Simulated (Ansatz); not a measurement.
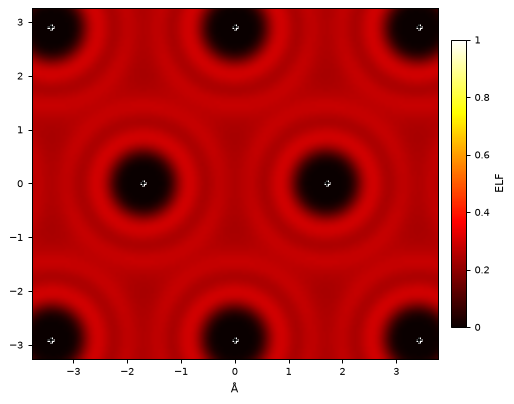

The ELF on a plane through atoms (crosses mark nuclei in the plane).

These are results of DFT PBE, scalar-relativistic, plane waves, PAW in Ansatz 0.2.0, not measurements.

Candidates:
A. In, a = 3.42 Å, b = 3.42 Å, c = 4.70 Å, α = 90.00°, β = 90.00°, γ = 90.00°. Space group I4/mmm; a structure from a database of computed crystals, not necessarily the ambient phase; computed without spin polarisation.
B. Al₂Cu, a = 6.06 Å, b = 6.06 Å, c = 4.88 Å, α = 90.00°, β = 90.00°, γ = 90.00°. Space group I4/mcm; computed without spin polarisation.

Which candidate gave the map?

Candidate A: In on the (011̄) plane of the conventional cell, which holds In. In–In (3.37 Å): the ELF is about 0.25 at the midpoint: no localised pair shows between them. In–In (3.42 Å): the ELF is about 0.25 at the midpoint; no localised pair shows between them.
